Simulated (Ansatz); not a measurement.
## Pt(111) with 4 layers of random Pt-Ti, 2x2: scattering by chemical disorder

Aim: the residual resistivity of a random alloy, from Pt(111) with 4 layers of random Pt-Ti, 2x2 and longer regions.

Method: Ansatz plane-wave DFT, PBE, PAW files; ballistic transport by layer matching (Landauer), zero bias; PAW set soft_1, in Ansatz 0.2.0.

### Step 1. Set-up

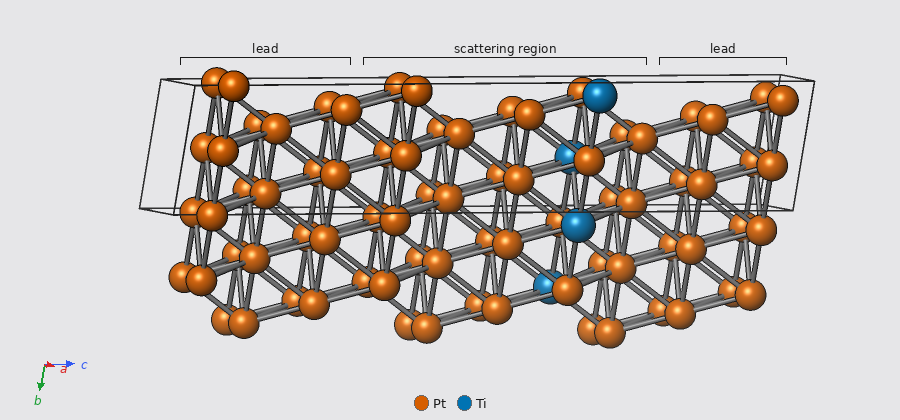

The cell as given, from the side, with the c axis across the page (platinum orange, titanium blue). 1×2×1 cells are drawn.

The cell holds 40 atoms: 38 Pt and 2 Ti. Cell: a = 5.546 Å, b = 5.546 Å, c = 22.699 Å, α = 93.5°, β = 86.5°, γ = 120.0°. It derives from Pt. Regions: lead, 24 atoms (24 Pt); scattering region, 16 atoms (14 Pt and 2 Ti). The structure is stacked along c, and the current runs across the ab planes.

### Step 2. With 4 alloy layers

In 4 layers a share of 0.125 of the sites is given to Ti at random. The layers about the cell's end stay perfect and serve as the lead. Energies from -0.05 to 0.05 eV in steps of 0.05 eV are too few for the program's thermal sum, so it prints no conductance; for a metal the transmission near the Fermi level serves, at a fraction of the cost.

input.yaml

```yaml
crystal:
  lattice:
    - [5.5462627489, 0.0, 0.0]
    - [-2.7731313745, 4.8032044366, 0.0]
    - [1.3865656872, -0.8005340728, 22.6425228571]
  atoms:
    - { symbol: Pt, position: [0.9916666667, 0.0083333333, 0.05] }
    - { symbol: Pt, position: [0.9916666667, 0.5083333333, 0.05] }
    - { symbol: Pt, position: [0.4916666667, 0.0083333333, 0.05] }
    - { symbol: Pt, position: [0.4916666667, 0.5083333333, 0.05] }
    - { symbol: Pt, position: [0.1416666667, 0.3583333333, 0.15] }
    - { symbol: Pt, position: [0.1416666667, 0.8583333333, 0.15] }
    - { symbol: Pt, position: [0.6416666667, 0.3583333333, 0.15] }
    - { symbol: Pt, position: [0.6416666667, 0.8583333333, 0.15] }
    - { symbol: Pt, position: [0.2916666667, 0.2083333333, 0.25] }
    - { symbol: Pt, position: [0.2916666667, 0.7083333333, 0.25] }
    - { symbol: Pt, position: [0.7916666667, 0.2083333333, 0.25] }
    - { symbol: Pt, position: [0.7916666667, 0.7083333333, 0.25] }
    - { symbol: Pt, position: [0.9416666667, 0.0583333333, 0.35] }
    - { symbol: Pt, position: [0.9416666667, 0.5583333333, 0.35] }
    - { symbol: Pt, position: [0.4416666667, 0.0583333333, 0.35] }
    - { symbol: Pt, position: [0.4416666667, 0.5583333333, 0.35] }
    - { symbol: Pt, position: [0.0916666667, 0.4083333333, 0.45] }
    - { symbol: Pt, position: [0.0916666667, 0.9083333333, 0.45] }
    - { symbol: Pt, position: [0.5916666667, 0.4083333333, 0.45] }
    - { symbol: Pt, position: [0.5916666667, 0.9083333333, 0.45] }
    - { symbol: Pt, position: [0.2416666667, 0.2583333333, 0.55] }
    - { symbol: Pt, position: [0.2416666667, 0.7583333333, 0.55] }
    - { symbol: Pt, position: [0.7416666667, 0.2583333333, 0.55] }
    - { symbol: Pt, position: [0.7416666667, 0.7583333333, 0.55] }
    - { symbol: Ti, position: [0.8916666667, 0.1083333333, 0.65] }
    - { symbol: Pt, position: [0.8916666667, 0.6083333333, 0.65] }
    - { symbol: Pt, position: [0.3916666667, 0.1083333333, 0.65] }
    - { symbol: Ti, position: [0.3916666667, 0.6083333333, 0.65] }
    - { symbol: Pt, position: [0.0416666667, 0.4583333333, 0.75] }
    - { symbol: Pt, position: [0.0416666667, 0.9583333333, 0.75] }
    - { symbol: Pt, position: [0.5416666667, 0.4583333333, 0.75] }
    - { symbol: Pt, position: [0.5416666667, 0.9583333333, 0.75] }
    - { symbol: Pt, position: [0.1916666667, 0.3083333333, 0.85] }
    - { symbol: Pt, position: [0.1916666667, 0.8083333333, 0.85] }
    - { symbol: Pt, position: [0.6916666667, 0.3083333333, 0.85] }
    - { symbol: Pt, position: [0.6916666667, 0.8083333333, 0.85] }
    - { symbol: Pt, position: [0.8416666667, 0.1583333333, 0.95] }
    - { symbol: Pt, position: [0.8416666667, 0.6583333333, 0.95] }
    - { symbol: Pt, position: [0.3416666667, 0.1583333333, 0.95] }
    - { symbol: Pt, position: [0.3416666667, 0.6583333333, 0.95] }
kpoints:
  mp_grid: { grid: [5, 5, 1] }
hamiltonian:
  xc: pbe
  pseudopotentials: { kind: paw, azcp: { folder: soft_1 } }
scf:
  occupations: { method: fermi_dirac, width: 0.1 }
output:
  transmission:
    leads: [[0, 4]]
    kmesh: [10, 10]
    e_range: [-0.05, 0.05]
    de: 0.05
  write_potential: true
  write_density: true
  volumetric_format: npy
```

Run with:

```
$ ansatz run input.yaml --threads 4 --pin off --max-ram 15360MiB --backend cpu --events-out ev --progress --plain --runs-dir out
```

Numbers of over 12 decimals in the logs are rounded to 6 here.

Log:

```text
Engine: ansatz 0.2.0, aarch64-unknown-linux-gnu
Pseudopotentials: kind: paw
Pseudopotential: Pt, paw, valence charge 18, recommended cutoff 420 eV (normal), soft_1/Pt.paw.azcp
Pseudopotential: Ti, paw, valence charge 12, recommended cutoff 420 eV (normal), soft_1/Ti.paw.azcp
Functional definition: PBE
  parameter kappa = 0.804
  parameter beta = 0.066725
  exchange = pbe_x(kappa = kappa, mu = beta*pi^2/3)
  correlation = pbe_c(beta = beta)
Crystal: 40 atoms, lattice volume = 603.193 Å³
Basis set: ecut = 420 eV, 11827 PW (Γ)
Bands: 425, of which v1, the nominal top of the filled ones, is band 354 counted from 1 (353 counted from 0)
Symmetry: 8 space group operations
Space group: P2/m (ITA 10), of the structure as read, at distance tolerance 8.4e-5 Å
k-points: 9 of 25
Non-local potential: Pt, projectors of the file, l = 0: 3, l = 1: 2, l = 2: 2, l = 3: 1
Non-local potential: Ti, projectors of the file, l = 0: 3, l = 1: 2, l = 2: 3, l = 3: 1
PAW form: soft (Blöchl's): semilocal exchange-correlation on the pseudo side does not see the compensation charge
PAW one-centre angular grid: Pt, 590 points (default); XC on 64 Gauss nodes
PAW one-centre angular grid: Ti, 590 points (default); XC on 64 Gauss nodes
Initial density: superposition of atomic densities (chi_scale 0.1, normalization cell, long waves of neutral atoms (reshape's long-wave potential 4.01 eV rms, cloud 2.96 Å wide))
Initial wavefunctions: pseudopotential atomic-orbital guess
Functional: x = pbe(κ = 0.804, μ = 0.219515), c = pbe(β = 0.066725)
SCF iter   1: F=—  HF=-481017.341439 eV  |F-HF|=—  |Δ(HF+E_count)|=         —  Δρ=2.71e-1  dr2=3.00e3  ethr=3.10e-3  ⟨swp⟩=4.9  Hψ=11463  notcnv=0  defer=154
preconditioner: auto → Kerker (q_TF=auto, 2.802 Å⁻¹)  [metal: Δε(μ)=0.003 eV  Ē_g=7.757 eV  σ=0.100 eV  W_gap=0.01  n_scr=240 (ndim 8)  ℏωp=29.8 eV  f_vac=0.000  D(μ)=53.70/eV (n_scr^D=680)]
SCF iter   2: F=—  HF=-480957.207212 eV  |F-HF|=—  |Δ(HF+E_count)|=    6.01e1  Δρ=8.92e-2  dr2=5.57e1  ethr=3.10e-3  ⟨swp⟩=4.4  Hψ=8081  notcnv=0  defer=298
SCF iter   3: F=—  HF=-480948.695722 eV  |F-HF|=—  |Δ(HF+E_count)|=    8.51e0  Δρ=5.43e-2  dr2=2.29e1  ethr=3.10e-3  ⟨swp⟩=3.6  Hψ=8315  notcnv=0  defer=314
SCF iter   4: F=—  HF=-480945.659367 eV  |F-HF|=—  |Δ(HF+E_count)|=    3.04e0  Δρ=5.38e-2  dr2=1.28e2  ethr=3.10e-3  ⟨swp⟩=3.6  Hψ=10448  notcnv=0  defer=325  recentre
SCF iter   5: F=—  HF=-480944.895540 eV  |F-HF|=—  |Δ(HF+E_count)|=   7.64e-1  Δρ=2.85e-2  dr2=6.75e0  ethr=3.10e-3  ⟨swp⟩=4.0  Hψ=9785  notcnv=0  defer=292
SCF iter   6: F=—  HF=-480943.714909 eV  |F-HF|=—  |Δ(HF+E_count)|=    1.18e0  Δρ=4.45e-3  dr2=5.76e-1  ethr=9.54e-4  ⟨swp⟩=3.0  Hψ=7135  notcnv=0  defer=292
SCF iter   7: F=—  HF=-480943.677259 eV  |F-HF|=—  |Δ(HF+E_count)|=   3.76e-2  Δρ=2.18e-3  dr2=3.16e-1  ethr=8.13e-5  ⟨swp⟩=2.1  Hψ=6679  notcnv=0  defer=292
SCF iter   8: F=—  HF=-480943.673788 eV  |F-HF|=—  |Δ(HF+E_count)|=   3.47e-3  Δρ=1.46e-3  dr2=8.97e-2  ethr=4.46e-5  ⟨swp⟩=1.0  Hψ=3533  notcnv=0  defer=292
SCF iter   9: F=—  HF=-480943.672046 eV  |F-HF|=—  |Δ(HF+E_count)|=   1.74e-3  Δρ=5.24e-4  dr2=1.01e-2  ethr=1.27e-5  ⟨swp⟩=1.0  Hψ=3533  notcnv=0  defer=292
SCF iter  10: F=—  HF=-480943.671824 eV  |F-HF|=—  |Δ(HF+E_count)|=   2.22e-4  Δρ=1.20e-4  dr2=4.33e-4  ethr=1.43e-6  ⟨swp⟩=1.1  Hψ=3534  notcnv=0  defer=292
SCF iter  11: F=—  HF=-480943.671719 eV  |F-HF|=—  |Δ(HF+E_count)|=   1.05e-4  Δρ=1.94e-5  dr2=1.17e-5  ethr=6.12e-8  ⟨swp⟩=1.4  Hψ=3542  notcnv=0  defer=292
SCF iter  12: F=—  HF=-480943.670029 eV  |F-HF|=—  |Δ(HF+E_count)|=   1.69e-3  Δρ=2.43e-6  dr2=6.66e-8  ethr=1.41e-11  ⟨swp⟩=8.8  Hψ=16023  notcnv=0
SCF iter  13: F=-480943.670029 eV  HF=-480943.670029 eV  |F-HF|=6.05e-9  |Δ(HF+E_count)|=   2.68e-9  Δρ=7.18e-7  dr2=7.08e-9  ethr=9.41e-12  ⟨swp⟩=1.0  Hψ=8614  notcnv=0
SCF 1 converged in 13 iterations: F = -480943.670029 eV  dr2 = 7.08e-9
  greatest PAW one-centre occupation: 1.000 electrons in one spin orbital (limit 2), on the Pt atom at site 26 (counted from 0), in its partial waves of l = 0
transmission: 124 of 1240 steps passed
transmission: 248 of 1240 steps passed
[...]
transmission: 1240 of 1240 steps passed
SCF converged after 13 iterations
Free energy (F): -480943.670029 eV
Harris-Foulkes:  -480943.670029 eV  (|F-HF|=6.05e-9)
Internal energy: -480941.665885 eV  (E = F + TS)
E sigma→0 (E₀):  -480942.667957 eV
Entropy (-TS):   -2.004144 eV (-50.104 meV/atom)
Fermi energy:    23.069158 eV
--- Per-component energies (eV) ---
  E_band       = -5236.493363
  E_kinetic    = 23266.715112
  E_local      = -57618.601923  (includes V_loc(G=0)·N_el)
  E_nonlocal   = 7864.345092
  E_hartree    = 22144.291540
  E_xc         = -9075.465708
  E_vxc        = -10623.769058  (∫ρ·V_xc dr)
  E_paw        = -362471.241380  (= ΣΔE_a)
  E_vpaw       = -12413.804990  (= ΣTr[D̂ρ^β])
  E_aug_tail   = 0.042219  (compensation charges beyond the density's cutoff)
  E_ewald      = -105051.750837
  E_smearing   = -2.004144  (= −TS)
  E_closure    = -0.000000  (closes the sum)
  Σ components = -480943.670029   (vs F -480943.670029, Δ=0.00e0)
--- Band table (eV; the first three rows and the last of 9) ---
  k-point 0: bands = [... 350 lower, 23.2136, 23.2542, 23.2557, 23.2914, 23.3029, 23.3171, 23.3220, 23.3264, ... 67 higher]
  k-point 1: bands = [... 350 lower, 23.0343, 23.0356, 23.0378, 23.0578, 23.0952, 23.1236, 23.2039, 23.2688, ... 67 higher]
  k-point 2: bands = [... 350 lower, 22.9824, 23.0448, 23.0814, 23.0897, 23.0959, 23.1314, 23.1896, 23.2178, ... 67 higher]
  k-point 8: bands = [... 350 lower, 22.9852, 22.9863, 23.0538, 23.0776, 23.1083, 23.1425, 23.1696, 23.1899, ... 67 higher]
--- Transmission ---
  basis      : 241 plane waves across, 40 finite elements along
  points     : 31, standing for a mesh of 10 x 10
  energies   : 3 from -0.050000 to 0.050000 eV about the Fermi level, 0.050000 eV apart; the leads are filled to 0.000000 eV, and channels, transmission and decay are at 0.000000 eV
  crystal 0  : Pt4, at the sites [0, 4], period 2.2643 Å, over 20.38 Å; its Hamiltonian steps by up to 9.2 meV
    offset         : up to 0.0000 Å between an atom of the period and one for which it stands
    channels       : 6.810000e0 a spin
    conductance    : none, the energies end too early or step too widely for 300 K: set another output.transmission.e_range or a lower de, or, where they end at an eighth of basis.ecutwfc, a higher one
  junction   : crystal 0 to crystal 0, 3.83 to 24.21 Å
    transmission   : 3.055291e0 a spin
    conductance    : none, the energies end too early or step too widely for 300 K: set another output.transmission.e_range or a lower de, or, where they end at an eighth of basis.ecutwfc, a higher one
```

Elapsed: 3.6 min, on 4 threads of Arm Neoverse V2, shared host; peak memory 4.9 GiB; 13 min of CPU time.

The column dr2 measures how far the density is from self-consistency, as an energy; F and HF (Harris–Foulkes) agree once it is small.

Numbers from this step:

```
free energy                                    : -480943.6700 eV
energy at zero smearing                        : -480942.6680 eV
Fermi energy                                   : 23.07 eV
cell area                                      : 26.64 Å²
transmission per spin nearest the Fermi level  : 3.055
open channels per spin nearest the Fermi level : 6.81
step of the lead's potential                   : 9.2 meV
```

Per spin. Transmission, zone mean against energy, zero at the Fermi level:

| energy (eV) | transmission, zone mean |
| --- | --- |
| -0.0500 | 3.28 |
| 0.0000 | 3.06 |
| 0.0500 | 2.85 |

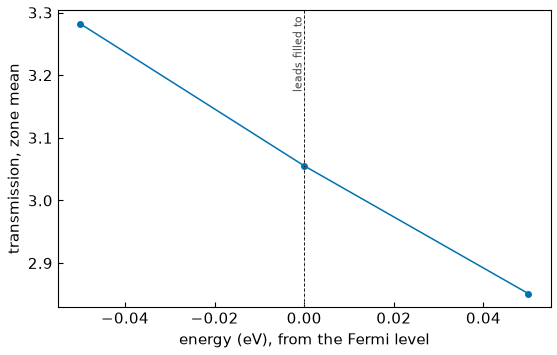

Transmission, zone mean, plotted against energy.

Per spin. Table of open channels, zone mean, lead by energy, zero at the Fermi level:

```csv
energy (eV),"open channels, zone mean, lead"
-0.0500,7.28
0.0000,6.81
0.0500,6.21
```

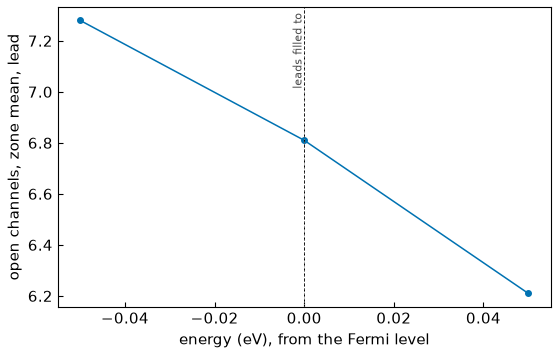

Open channels, zone mean, lead against energy.

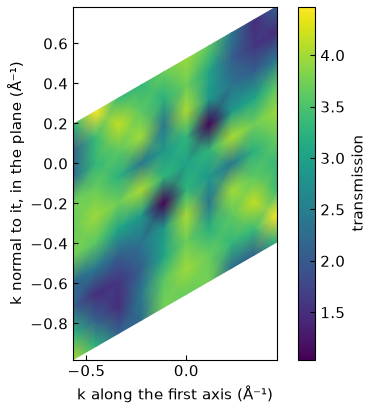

Transmission over k1 and k2. At 0.0000 eV from the Fermi level.

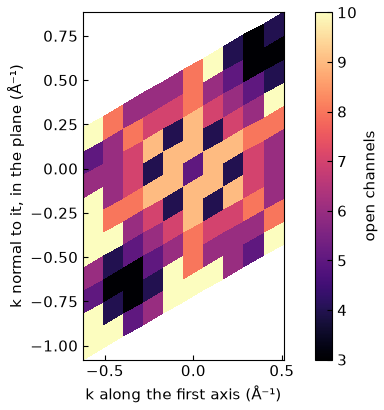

Open channels over k1 and k2. At 0.0000 eV from the Fermi level.

Over the solved energies the transmission per spin lies between 2.85 and 3.28, out of 6.77 channels of the lead on average (up to 7.28).

(Part 1 of 2 ends here.)

[Logs are printed without paths, hosts, clocks, repeated set-up lines and the standing remarks that a program may print on its own settings, such as how far it seeks lower states.]

[Hosts, paths, dates, database ids (printed as entryN), source tags and the programs' standing remarks are cut or masked in the printed files.]
